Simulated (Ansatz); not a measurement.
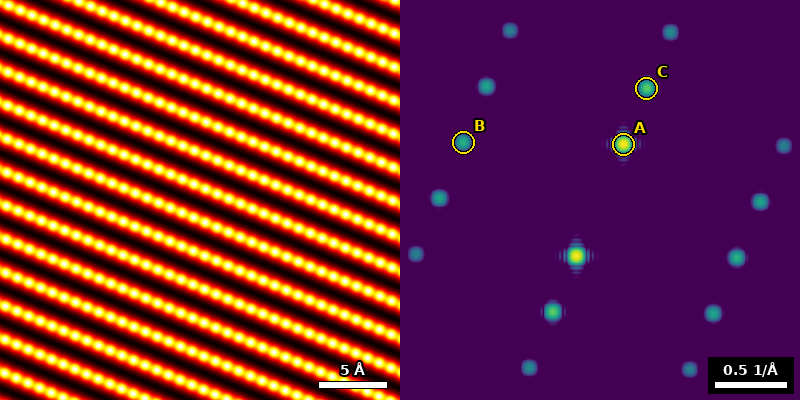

iDPC-like image of Ti (Im-3m, No. 229) along [211]. Simulated as the projected potential of neutral atoms (B = 0.3 Å²) blurred by a 0.50 Å probe, the thin-sample limit of integrated differential phase contrast. The display is stretched by a gamma of 0.8; percentages refer to the linear signal. Model: coordinates from a relaxation with DFT, BLYP, plane waves (420 eV) with PAW, scalar-relativistic in Ansatz; the starting structure was generated, so it need not be a known form of this composition.

The right panel is the modulus of the image's Fourier transform on a logarithmic scale.

a = 3.284 Å, b = 3.284 Å, c = 3.284 Å, α = 90.00°, β = 90.00°, γ = 90.00°

> Index the marked spots and give their plane spacings (the zone axis points at the viewer; indices equivalent by symmetry, or all signs reversed, are as good).

A: (0 -1 1), d = 2.32 Å; B: (2 -2 -2), d = 0.95 Å; C: (0 -2 2), d = 1.16 Å. A and B enclose 90°, and every spot obeys the zone law hu + kv + lw = 0 for [211].
